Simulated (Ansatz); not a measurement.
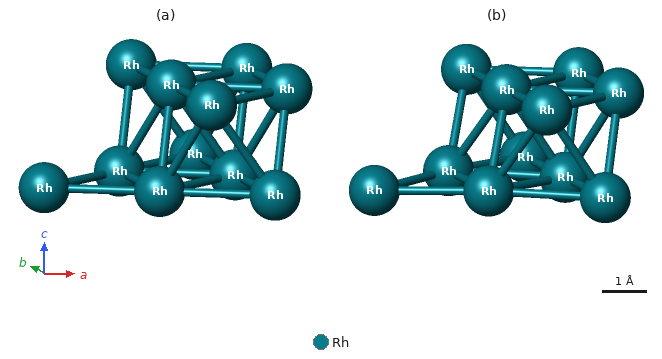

The structure of a slab of composition Rh (cut from the Fm-3m phase) before (left) and after (right) a constrained relaxation, at one scale.

Style: ball-and-stick. Shown: the atoms within 4.2 Å of the atom that moves most (axes of the 1 × 3 repeat of the cell, outlined in the plane, without the vacuum (origin shifted)), slightly off an axis.

Case: stripe over 3 of 6 cells, two steps. 12 atoms are held fixed.

Level of theory: DFT PBE, scalar-relativistic, plane waves, PAW (Ansatz). (plane-wave cutoff 420 eV; k-point mesh 2 × 12 × 1; occupations gaussian; smearing width 0.1 eV; no spin polarisation; dipole correction; atoms relaxed in a fixed cell; force threshold 0.02 eV/Å; at most 45 steps)

Summarise the run.

The atom that moves furthest is a Rh atom (0.16 Å at 42° to the normal (−c side)). The cell stays as it was. Among the contacts that change: Rh–Rh 2.708 → 2.588 Å, Rh–Rh 2.708 → 2.634 Å, Rh–Rh 2.708 → 2.683 Å, Rh–Rh 2.708 → 2.731 Å. Over 3 geometry steps the energy falls by 0.204 eV per cell of the calculation. Largest force component: 0.79 eV/Å at the start, 0.013 eV/Å at the end. The run took 6.1 min on 4 threads of Arm Neoverse V2 (shared host), peak memory 4.7 GiB.
